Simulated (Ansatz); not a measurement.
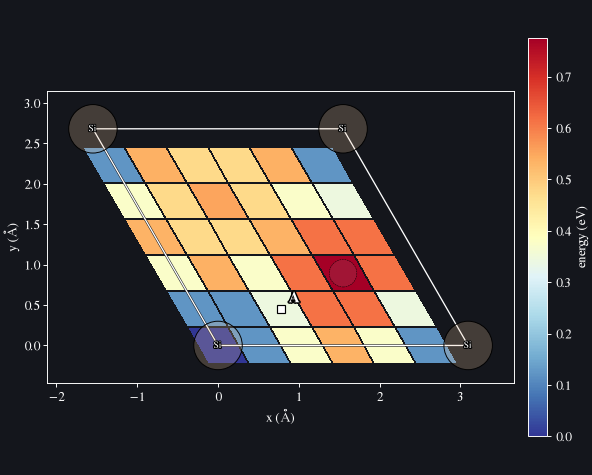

Si on a SiC(111) slab cut from the F-43m phase, its upper half relaxed before the scan (6 atoms of substrate and one adsorbate in a 1 × 1 cell). Si is moved over the surface cell; relaxed at each place: the height of the adsorbate's atoms; substrate rigid; the origin of the map has the adsorbate above Si6. Places are given modulo a cell vector. The map is drawn in real space over the plane of the surface. Grid: 6 × 6 points; 10 points were computed and 26 follow by symmetry. Energies: eV, counted from the lowest grid point. Energies and slopes of some neighbouring points disagree (a jump in structure or state, or too coarse a mesh). The magnetic moment jumps between some neighbouring points. With one adsorbate in each 1 × 1 cell, its nearest image is 3.1 Å away, so neighbouring adsorbates interact. Method: Ansatz 0.2.0, DFT PBE, scalar-relativistic, plane waves, PAW. Settings: cutoff 420 eV, k-mesh 9×9×1, gaussian smearing 0.05 eV, spin-polarised.

In the figure: one coloured cell a grid point, labelled circles for the atoms of the top layer and small ones for the second layer, the outline of one cell of the plane, the point A.

Is A at rest? If not, where is it pushed?

A, at (2/6, 1/6) of the cell vectors, is not a stationary point. The computed force is 0.67 eV/Å in the plane, pointing down and left in the picture (components −0.58 and −0.33 eV/Å).

PAW datasets: the set soft_1.
